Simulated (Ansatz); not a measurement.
**BP: density, localisation and related maps**

Input file:

```
crystal:
  lattice:
    - [-0.0302442092, 2.2380714775, 2.2380714775]
    - [2.2380714775, -0.0302442092, 2.2380714775]
    - [2.2380714775, 2.2380714775, -0.0302442092]
  atoms:
    - { symbol: B, position: [-0.0005990595, -0.0005990595, -0.0005990595] }
    - { symbol: P, position: [0.2505990595, 0.2505990595, 0.2505990595] }
kpoints:
  mp_grid: { grid: [10, 10, 10] }
  band_path:
    path:
      - [0.0, 0.0, 0.0]
      - [-0.5, -0.5, 0.0]
      - [-0.375, -0.375, 0.25]
      - [-0.375, 0.0, 0.375]
      - [0.0, 0.0, 0.5]
      - [-0.5, -0.25, 0.25]
      - [0.0, 0.4, 0.4]
    npoints: 1
hamiltonian:
  xc: pbe
scf:
  occupations: { method: fermi_dirac, width: 0.02 }
  n_extra_bands: 4
output:
  forces: true
  stress: true
  eigenvalues: true
  write_density: true
  write_potential: true
  elf: true
  volumetric_format: npy
```

Run with:

```sh
ansatz run input.yaml --threads 2 --pin off --max-ram 2211MiB --backend cpu --events-out ev --progress --plain --runs-dir out
```

Below, planes, directions and counts refer to the conventional cell (a = 3.21 Å, b = 3.21 Å, c = 7.70 Å, α = 90.00°, β = 90.00°, γ = 120.00°).

Space group R3m; started from the zincblende prototype, which need not be the ambient phase; changed on purpose from its base cell (shear 111 strain -2.0%); computed pressure about 5 GPa in this cell.

Level of theory: Ansatz 0.2.0, DFT, PBE, plane waves, PAW.

Core electrons are frozen (PAW), and the valence fields are smoothed inside the atomic spheres.

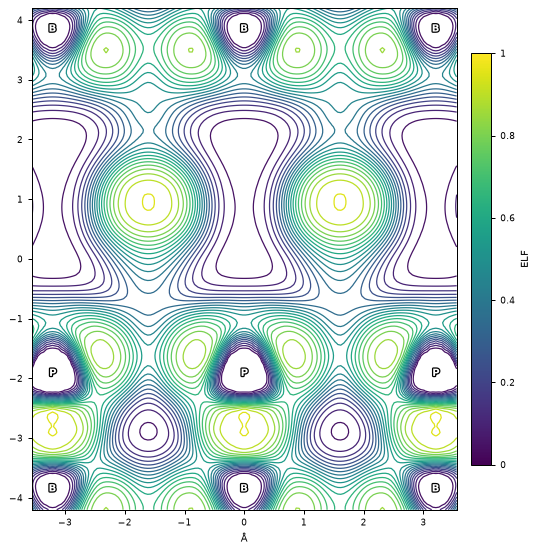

Figure 1. Electron localisation function on the (100) plane of the conventional cell.

Read the bonding off the picture.

The section cuts through B and P sites. Atoms just off the plane (B, 0.9 Å away and P, 0.9 Å away) can leave unmarked features too. B–P (1.93 Å): the ELF peaks at about 0.95 between the atoms, as expected for localised, covalent bonding.

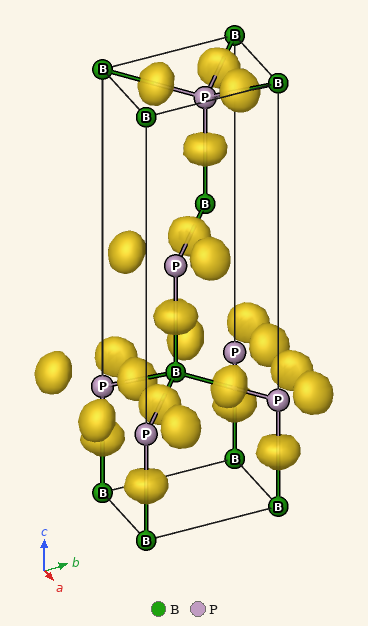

Figure 2. Isosurface of the electron localisation function at 0.9 (yellow), seen slightly off an axis. Core shells and regions of very low density are left out. Sticks mark near contacts.

Describe the localisation domains.

The ELF exceeds this value in twelve regions between bonded B–P atoms (shared pairs), counted in one cell of 6 atoms. Any copies at cell faces, edges or corners count once.

Does the calculation give a band gap?

It is gapped, with a Kohn–Sham gap of 1.1 eV on the k-point mesh, an upper bound to the gap of this method.
